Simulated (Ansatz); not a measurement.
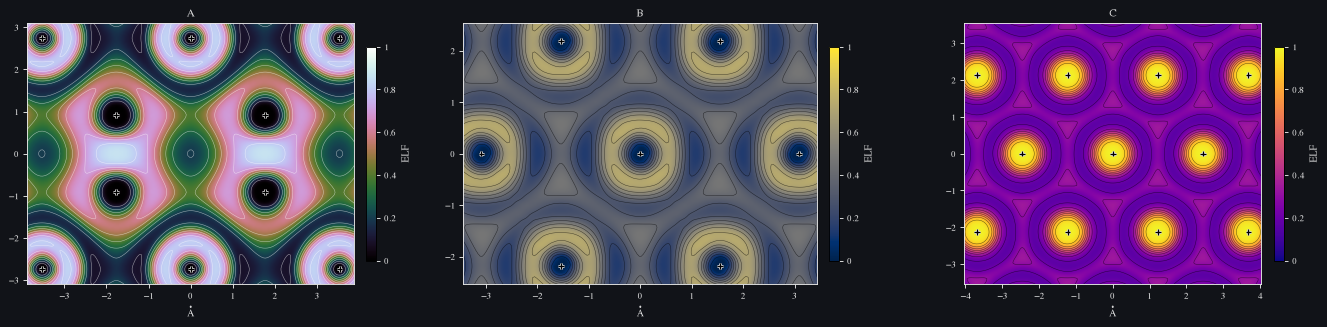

The ELF of 3 systems, each on a plane through atoms (crosses mark nuclei in the plane).

Method: Ansatz 0.2.0, DFT PBEsol, scalar-relativistic, plane waves, PAW.

System 1: Co, the (001) plane of the conventional cell. Space group P6₃/mmc; spin-polarised.

System 2: ZrB₂, the (110) plane of the conventional cell. Space group P6/mmm; computed pressure about −4 GPa in this cell.

```
Zr B
1.0
     3.17000    0.00000    0.00000
    -1.58500    2.74530    0.00000
     0.00000    0.00000    3.53300
Zr B
1 2
Direct
  0.00000 0.00000 0.00000
  0.33333 0.66667 0.50000
  0.66667 0.33333 0.50000
```

System 3: W, the (011̄) plane of the conventional cell. Space group Im-3m; changed on purpose from its base cell (volume × 0.94); computed pressure about 23 GPa in this cell.

```
W
1.0
     3.08996    0.00000    0.00000
     0.00000    3.08996    0.00000
     0.00000    0.00000    3.08996
W
2
Direct
  0.00000 0.00000 0.00000
  0.50000 0.50000 0.50000
```

**Match each panel to its system.**

Panel A is system 2, ZrB₂: the plane holds Zr and B. B–B (1.83 Å): the ELF peaks at about 0.85 between the atoms. Panel B is system 3, W: the plane holds W. W–W (2.68 Å): the ELF is about 0.35 at the midpoint. Panel C is system 1, Co: the plane holds Co. Co–Co (2.46 Å): the ELF is about 0.25 at the midpoint: no localised pair shows between them.
